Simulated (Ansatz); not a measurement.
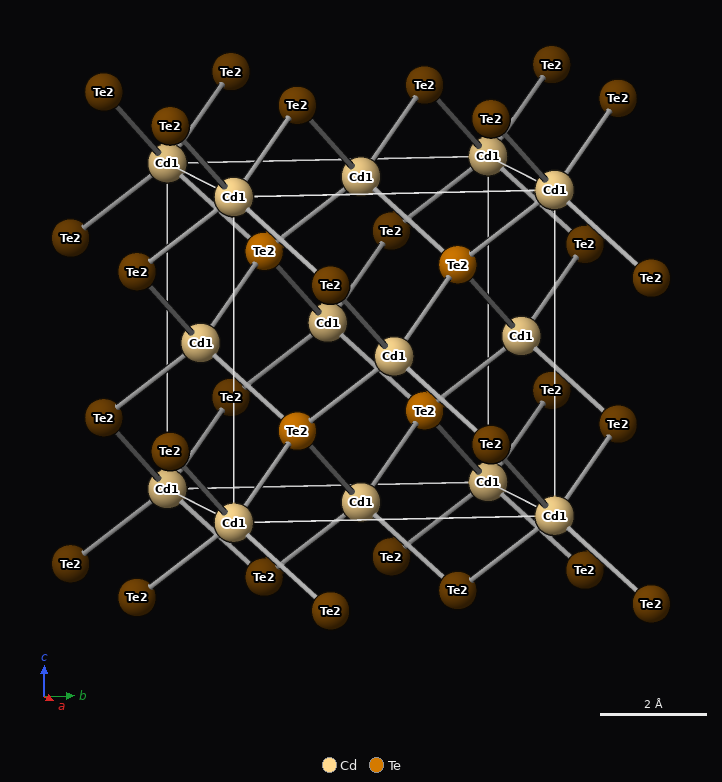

Figure 1. The structure as given in the input (ball-and-stick view of the cell 4 times as large as that of the calculation, set on its symmetry axes, seen slightly off an axis; neighbours outside the cell are drawn fainter; atoms are numbered from 1 in the order of the input).

Geometry relaxation of CdTe (part 1 of 2)

System: CdTe (F-43m, 2 atoms in the cell).
Method: DFT, PBE, PAW with Ansatz's default frozen-core files, scalar-relativistic, no spin polarisation (Ansatz 0.2.0).

The structure was built on a prototype by a generator; it need not be a known phase. It belongs to a series of runs on one base structure; here: bulk cell relaxed. Figures and captions count atoms from 1; the log counts them from 0 in places.

## Input
```yaml
crystal:
  lattice:
    - [0.0, 3.107232506, 3.107232506]
    - [3.107232506, 0.0, 3.107232506]
    - [3.107232506, 3.107232506, 0.0]
  atoms:
    - { symbol: Cd, position: [0.0, 0.0, 0.0] }
    - { symbol: Te, position: [0.25, 0.25, 0.25] }
kpoints:
  mp_grid: { grid: [9, 9, 9] }
scf:
  occupations: { method: fermi_dirac, width: 0.02 }
hamiltonian:
  xc: pbe
  pseudopotentials: { kind: paw }
output:
  forces: true
  stress: true
  write_density: true
  write_potential: true
  elf: true
  volumetric_format: npy
relax:
  f_tol: 0.005
  max_steps: 40
  cell: {}
```

Machine: 1 thread of AMD EPYC (Zen 3), 64 GiB of memory available, shared host.

Launch command:
```bash
ansatz run input.yaml --threads 1 --pin off --max-ram 3584MiB --backend cpu --events-out ev --progress --plain --runs-dir out
```

## What the program printed
```
Engine: ansatz 0.2.0, x86_64-unknown-linux-gnu
Pseudopotentials: kind: paw
Pseudopotential: Cd, paw, valence charge 20, recommended cutoff 420 eV (normal), Cd.paw.azcp
Pseudopotential: Te, paw, valence charge 16, recommended cutoff 420 eV (normal), Te.paw.azcp
Functional definition: PBE
  parameter kappa = 0.804
  parameter beta = 0.06672455060314922
  exchange = pbe_x(kappa = kappa, mu = beta*pi^2/3)
  correlation = pbe_c(beta = beta)
Crystal: 2 atoms, lattice volume = 60.000 Å³
Basis set: ecut = 420 eV, 1211 PW (Γ), exchange–correlation on 60×60×60 points (8 copies of the dense FFT grid, shifted against one another)
Bands: 22, of which v1, the nominal top of the filled ones, is band 18 counted from 1 (17 counted from 0)
Symmetry: 24 space group operations
Space group: F-43m (ITA 216), of the structure as read, at distance tolerance 3.9e-5 Å
k-points: 35 of 729 (time reversal used)
Non-local potential: Cd, projectors of the file, l = 0: 3, l = 1: 2, l = 2: 2, l = 3: 1
Non-local potential: Te, projectors of the file, l = 0: 2, l = 1: 2, l = 2: 2, l = 3: 2
PAW form: soft (Blöchl's): semilocal exchange-correlation on the pseudo side does not see the compensation charge
PAW one-centre angular grid: Cd, 590 points (default); XC on 64 Gauss nodes
PAW one-centre angular grid: Te, 590 points (default); XC on 64 Gauss nodes
Initial density: superposition of atomic densities (neutral atoms: chi_scale 0, normalization atom), corrected by the library's trained network
Initial wavefunctions: pseudopotential atomic-orbital guess
Functional: x = pbe(κ = 0.804, μ = 0.2195149727645171), c = pbe(β = 0.06672455060314922)
SCF iter   1: F=—  HF=-15235.001568 eV  |F-HF|=—  |Δ(HF+E_count)|=         —  Δρ=1.25e-3  dr2=1.93e-3  ethr=1.77e-3  ⟨swp⟩=6.2  Hψ=3702  notcnv=0
preconditioner: auto → none  [insulator: Δε(μ)=1.150 eV  Ē_g=11.979 eV  σ=0.020 eV  W_gap=1.00  n_scr=14 (ndim 8)  ℏωp=20.3 eV  f_vac=0.153  D(μ)=0.00/eV (n_scr^D=0)  ε∞_Penn≈3.9]
SCF iter   2: F=—  HF=-15235.001044 eV  |F-HF|=—  |Δ(HF+E_count)|=   5.24e-4  Δρ=5.23e-4  dr2=1.59e-4  ethr=5.36e-6  ⟨swp⟩=2.2  Hψ=1520  notcnv=0
SCF iter   3: F=—  HF=-15235.001061 eV  |F-HF|=—  |Δ(HF+E_count)|=   1.68e-5  Δρ=1.90e-4  dr2=2.09e-5  ethr=4.42e-7  ⟨swp⟩=2.2  Hψ=1372  notcnv=0
SCF iter   4: F=—  HF=-15235.001074 eV  |F-HF|=—  |Δ(HF+E_count)|=   1.28e-5  Δρ=6.29e-5  dr2=1.87e-6  ethr=5.82e-8  ⟨swp⟩=2.0  Hψ=1077  notcnv=0
iter 5 did not close the SCF: its close was put off for the readings that it lacked (scf_convergence_deferred on its scf_iter line)
SCF iter   5: F=-15235.001079 eV  HF=-15235.001079 eV  |F-HF|=1.88e-7  |Δ(HF+E_count)|=   5.27e-6  Δρ=1.24e-5  dr2=5.99e-8  ethr=5.19e-9  ⟨swp⟩=2.0  Hψ=1085  notcnv=0
SCF iter   6: F=-15235.001079 eV  HF=-15235.001079 eV  |F-HF|=1.18e-9  |Δ(HF+E_count)|=   2.28e-7  Δρ=1.51e-6  dr2=7.91e-10  ethr=1.66e-10  ⟨swp⟩=6.9  Hψ=4687  notcnv=0
SCF 1 converged in 6 iterations: F = -15235.001079 eV  dr2 = 7.91e-10
  greatest PAW one-centre occupation: 1.000 electrons in one spin orbital (limit 2), on the Cd atom at site 0 (counted from 0), in its partial waves of l = 0
relax step   1: F+E_penalty+E_count = -15235.00107916 eV  Δ(F+E_penalty+E_count) = +0.000e0 eV  max|allowed force component| = 8.674e-17 eV/Å  Δτ_max = 0.0000 Å  P = +10.409 GPa  Ω = 60.000 Å³  (6 SCF iters, dr2 threshold 1.00e-7 eV, accepted)
Crystal: 2 atoms, lattice volume = 69.210 Å³
Basis set: ecut = 420 eV, 1363 PW (Γ), exchange–correlation on 60×60×60 points (8 copies of the dense FFT grid, shifted against one another)
Initial density: handed on by an earlier stage of this run
Initial wavefunctions: those handed on with the density
iter 1 solved again at ethr=1.71e-5 eV; its pass at ethr=3.10e-3 eV (dr2=6.16e-3 eV) is discarded
SCF iter   1: F=—  HF=-15235.319277 eV  |F-HF|=—  |Δ(HF+E_count)|=         —  Δρ=3.14e-3  dr2=6.32e-3  ethr=1.71e-5  ⟨swp⟩=2.0  Hψ=5161  notcnv=0
preconditioner: auto → none  [insulator: Δε(μ)=0.746 eV  Ē_g=11.357 eV  σ=0.020 eV  W_gap=1.00  n_scr=14 (ndim 8)  ℏωp=18.9 eV  f_vac=0.206  D(μ)=0.00/eV (n_scr^D=0)  ε∞_Penn≈3.8]
SCF iter   2: F=—  HF=-15235.319450 eV  |F-HF|=—  |Δ(HF+E_count)|=   1.73e-4  Δρ=1.15e-3  dr2=1.13e-3  ethr=1.71e-5  ⟨swp⟩=2.0  Hψ=1190  notcnv=0
SCF iter   3: F=—  HF=-15235.319936 eV  |F-HF|=—  |Δ(HF+E_count)|=   4.86e-4  Δρ=7.02e-4  dr2=2.97e-4  ethr=3.15e-6  ⟨swp⟩=2.0  Hψ=1225  notcnv=0
SCF iter   4: F=—  HF=-15235.319893 eV  |F-HF|=—  |Δ(HF+E_count)|=   4.26e-5  Δρ=1.14e-4  dr2=7.52e-6  ethr=8.26e-7  ⟨swp⟩=2.0  Hψ=1362  notcnv=0
SCF iter   5: F=—  HF=-15235.319903 eV  |F-HF|=—  |Δ(HF+E_count)|=   9.91e-6  Δρ=3.68e-5  dr2=7.68e-7  ethr=2.09e-8  ⟨swp⟩=2.1  Hψ=1078  notcnv=0
SCF iter   6: F=-15235.319905 eV  HF=-15235.319905 eV  |F-HF|=4.33e-8  |Δ(HF+E_count)|=   1.58e-6  Δρ=3.93e-6  dr2=1.18e-8  ethr=5.56e-10  ⟨swp⟩=9.5  Hψ=4807  notcnv=0
SCF 2 converged in 6 iterations: F = -15235.319905 eV  dr2 = 1.18e-8
relax step   2: F+E_penalty+E_count = -15235.31990470 eV  Δ(F+E_penalty+E_count) = -3.188e-1 eV  max|allowed force component| = 4.221e-17 eV/Å  Δτ_max = 0.0000 Å  P = +1.820 GPa  Ω = 69.210 Å³  energy of the carried Pulay correction = -2.154e-3 eV  (6 SCF iters, dr2 threshold 2.00e-7 eV, accepted)
Crystal: 2 atoms, lattice volume = 71.533 Å³
Basis set: ecut = 420 eV, 1411 PW (Γ), exchange–correlation on 60×60×60 points (8 copies of the dense FFT grid, shifted against one another)
iter 1 solved again at ethr=6.19e-7 eV; its pass at ethr=3.10e-3 eV (dr2=2.23e-4 eV) is discarded
SCF iter   1: F=—  HF=-15235.335783 eV  |F-HF|=—  |Δ(HF+E_count)|=         —  Δρ=5.94e-4  dr2=2.65e-4  ethr=6.19e-7  ⟨swp⟩=2.3  Hψ=5098  notcnv=0
preconditioner: auto → none  [insulator: Δε(μ)=0.630 eV  Ē_g=11.202 eV  σ=0.020 eV  W_gap=1.00  n_scr=14 (ndim 8)  ℏωp=18.6 eV  f_vac=0.207  D(μ)=0.00/eV (n_scr^D=0)  ε∞_Penn≈3.8]
SCF iter   2: F=—  HF=-15235.335797 eV  |F-HF|=—  |Δ(HF+E_count)|=   1.38e-5  Δρ=2.49e-4  dr2=5.12e-5  ethr=6.19e-7  ⟨swp⟩=1.9  Hψ=848  notcnv=0
SCF iter   3: F=—  HF=-15235.335795 eV  |F-HF|=—  |Δ(HF+E_count)|=   1.86e-6  Δρ=5.88e-5  dr2=3.78e-6  ethr=1.42e-7  ⟨swp⟩=2.0  Hψ=1085  notcnv=0
SCF iter   4: F=—  HF=-15235.335794 eV  |F-HF|=—  |Δ(HF+E_count)|=   4.30e-7  Δρ=1.80e-5  dr2=2.24e-7  ethr=1.05e-8  ⟨swp⟩=2.0  Hψ=1260  notcnv=0
SCF iter   5: F=-15235.335795 eV  HF=-15235.335795 eV  |F-HF|=3.33e-8  |Δ(HF+E_count)|=   1.50e-7  Δρ=1.02e-5  dr2=6.39e-8  ethr=5.56e-10  ⟨swp⟩=9.0  Hψ=4821  notcnv=0
SCF 3 converged in 5 iterations: F = -15235.335795 eV  dr2 = 6.39e-8
relax step   3: F+E_penalty+E_count = -15235.33579460 eV  Δ(F+E_penalty+E_count) = -1.589e-2 eV  max|allowed force component| = 2.891e-17 eV/Å  Δτ_max = 0.0000 Å  P = +0.474 GPa  Ω = 71.533 Å³  energy of the carried Pulay correction = -2.624e-3 eV  (5 SCF iters, dr2 threshold 2.00e-7 eV, accepted)
Crystal: 2 atoms, lattice volume = 72.390 Å³
iter 1 solved again at ethr=8.45e-8 eV; its pass at ethr=3.10e-3 eV (dr2=3.04e-5 eV) is discarded
SCF iter   1: F=—  HF=-15235.336978 eV  |F-HF|=—  |Δ(HF+E_count)|=         —  Δρ=2.01e-4  dr2=3.33e-5  ethr=8.45e-8  ⟨swp⟩=3.3  Hψ=4937  notcnv=0
preconditioner: auto → none  [insulator: Δε(μ)=0.591 eV  Ē_g=11.155 eV  σ=0.020 eV  W_gap=1.00  n_scr=14 (ndim 8)  ℏωp=18.5 eV  f_vac=0.207  D(μ)=0.00/eV (n_scr^D=0)  ε∞_Penn≈3.8]
SCF iter   2: F=—  HF=-15235.336973 eV  |F-HF|=—  |Δ(HF+E_count)|=   4.35e-6  Δρ=9.27e-5  dr2=6.77e-6  ethr=8.45e-8  ⟨swp⟩=1.9  Hψ=823  notcnv=0
SCF iter   3: F=—  HF=-15235.336975 eV  |F-HF|=—  |Δ(HF+E_count)|=   2.29e-6  Δρ=3.28e-5  dr2=1.24e-6  ethr=1.88e-8  ⟨swp⟩=2.0  Hψ=1085  notcnv=0
SCF iter   4: F=-15235.336975 eV  HF=-15235.336975 eV  |F-HF|=4.60e-10  |Δ(HF+E_count)|=   3.11e-7  Δρ=9.09e-6  dr2=5.47e-8  ethr=5.56e-10  ⟨swp⟩=7.0  Hψ=5230  notcnv=0
SCF 4 converged in 4 iterations: F = -15235.336975 eV  dr2 = 5.47e-8
relax step   4: F+E_penalty+E_count = -15235.33697516 eV  Δ(F+E_penalty+E_count) = -1.181e-3 eV  max|allowed force component| = 5.753e-17 eV/Å  Δτ_max = 0.0000 Å  P = +0.034 GPa  Ω = 72.390 Å³  energy of the carried Pulay correction = -2.791e-3 eV  (4 SCF iters, dr2 threshold 2.00e-7 eV, accepted)
Basis set: ecut = 420 eV, 1411 PW (Γ), exchange–correlation on 64×64×64 points (8 copies of the dense FFT grid, shifted against one another)
Initial wavefunctions: pseudopotential atomic-orbital guess (no wavefunctions were taken with the density)
iter 1 solved again at ethr=1.17e-7 eV; its pass at ethr=3.10e-3 eV (dr2=4.21e-5 eV) is discarded
SCF iter   1: F=—  HF=-15235.337067 eV  |F-HF|=—  |Δ(HF+E_count)|=         —  Δρ=3.89e-4  dr2=7.15e-6  ethr=1.17e-7  ⟨swp⟩=3.9  Hψ=5749  notcnv=0
preconditioner: auto → none  [insulator: Δε(μ)=0.590 eV  Ē_g=11.156 eV  σ=0.020 eV  W_gap=1.00  n_scr=14 (ndim 8)  ℏωp=18.5 eV  f_vac=0.205  D(μ)=0.00/eV (n_scr^D=0)  ε∞_Penn≈3.8]
SCF iter   2: F=—  HF=-15235.338665 eV  |F-HF|=—  |Δ(HF+E_count)|=   1.60e-3  Δρ=1.91e-4  dr2=1.61e-6  ethr=1.99e-8  ⟨swp⟩=3.0  Hψ=1449  notcnv=0
SCF iter   3: F=—  HF=-15235.339199 eV  |F-HF|=—  |Δ(HF+E_count)|=   5.33e-4  Δρ=3.23e-5  dr2=2.30e-7  ethr=4.47e-9  ⟨swp⟩=2.0  Hψ=1085  notcnv=0
SCF iter   4: F=—  HF=-15235.339209 eV  |F-HF|=—  |Δ(HF+E_count)|=   1.00e-5  Δρ=9.97e-6  dr2=2.42e-8  ethr=6.38e-10  ⟨swp⟩=2.0  Hψ=1367  notcnv=0
SCF iter   5: F=—  HF=-15235.339210 eV  |F-HF|=—  |Δ(HF+E_count)|=   9.73e-7  Δρ=2.15e-6  dr2=7.74e-10  ethr=6.71e-11  ⟨swp⟩=2.0  Hψ=1082  notcnv=0
SCF iter   6: F=—  HF=-15235.339210 eV  |F-HF|=—  |Δ(HF+E_count)|=   4.49e-8  Δρ=3.48e-7  dr2=5.10e-11  ethr=2.15e-12  ⟨swp⟩=2.7  Hψ=1372  notcnv=0
SCF iter   7: F=-15235.339210 eV  HF=-15235.339210 eV  |F-HF|=1.82e-11  |Δ(HF+E_count)|=   1.01e-9  Δρ=4.81e-8  dr2=1.15e-12  ethr=1.00e-12  ⟨swp⟩=6.7  Hψ=3453  notcnv=0
SCF 5 converged in 7 iterations: F = -15235.339210 eV  dr2 = 1.15e-12
relax step   5: F+E_penalty+E_count = -15235.33920982 eV  Δ(F+E_penalty+E_count) = -2.235e-3 eV  max|allowed force component| = 4.192e-17 eV/Å  Δτ_max = 0.0000 Å  P = +0.040 GPa  Ω = 72.390 Å³  stress off target by 4.01e-2 GPa  SCF on the basis re-selected at this cell (its energy is not comparable with the rows above)  (7 SCF iters)
```

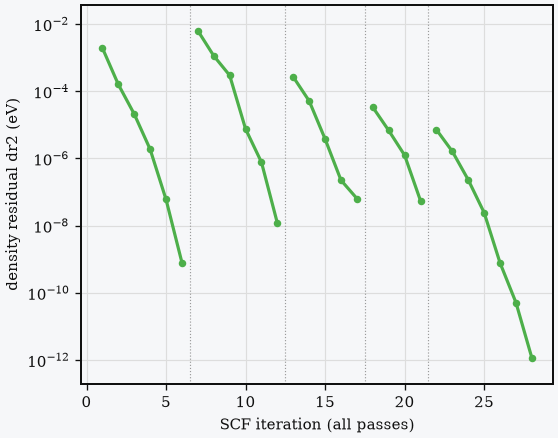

Figure 2. Convergence of the self-consistent field: density residual dr2 against the SCF iteration. The dotted lines part the SCF passes of the relaxation: geometry steps, rejected trials and re-solves on a re-selected basis. The 5 passes take 4 to 7 iterations each, 28 in all.

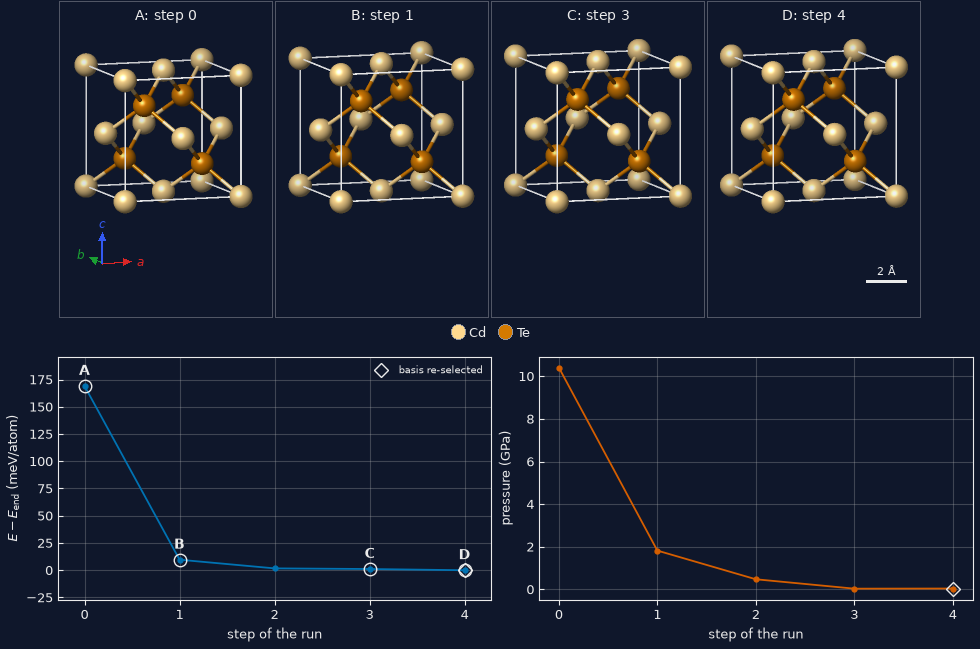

Figure 3. Frames of the relaxation (ball-and-stick view of the cell 4 times as large as that of the calculation, set on its symmetry axes, seen slightly off an axis) above the curves, on which the letters mark them (the first geometry is step 0 here and step 1 in the log).
